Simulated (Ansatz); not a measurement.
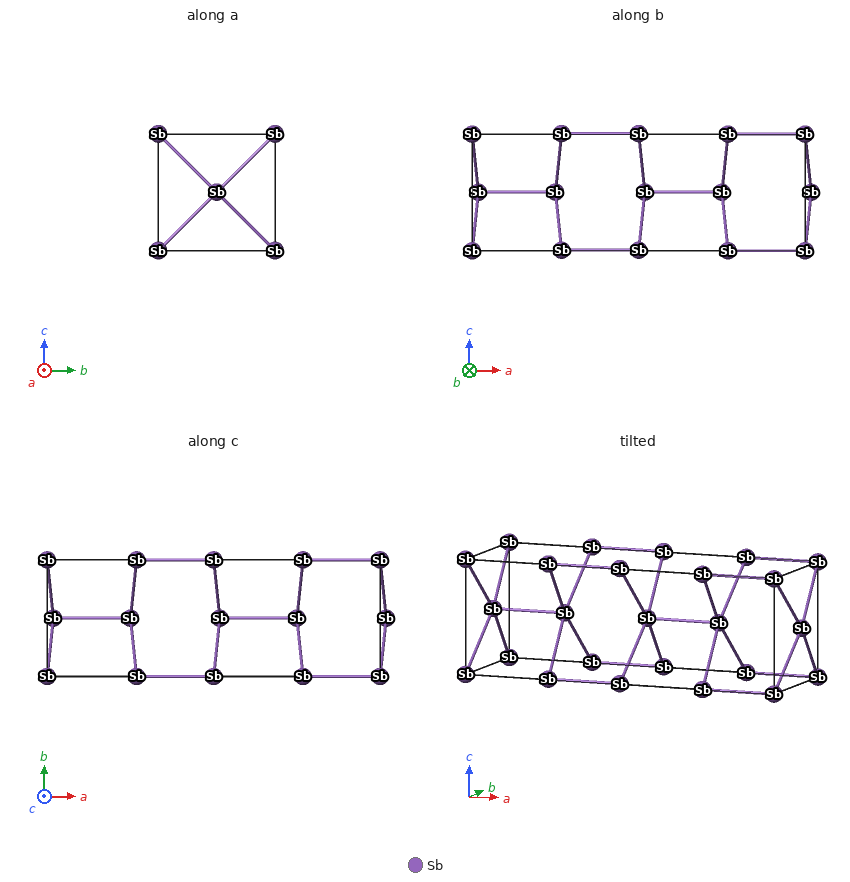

This ball-and-stick model is shown along the a axis, along the b axis, along the c axis and slightly off an axis. The unit cell is outlined; an atom on or near a face, edge or corner is repeated at each equivalent position.

Lattice parameters: a = 12.399 Å, b = 4.344 Å, c = 4.344 Å, α = 90.00°, β = 90.00°, γ = 90.00°. Put a along x and b in the xy plane.

### Transcribe the picture into a POSCAR file, with free fractional coordinates to two decimals.

```
Sb
1.0
    12.399    0.000    0.000
     0.000    4.344    0.000
     0.000    0.000    4.344
Sb
8
Direct
  0.00 0.00 0.00
  0.25 0.50 0.50
  0.50 0.00 0.00
  0.75 0.50 0.50
  0.02 0.50 0.50
  0.27 0.00 0.00
  0.52 0.50 0.50
  0.77 0.00 0.00
```

Its origin is a structure type filled with this element by a generator (whether the element takes this form wasn't checked). It was relaxed at fixed volume with DFT PBE, scalar-relativistic, plane waves, PAW (Ansatz).
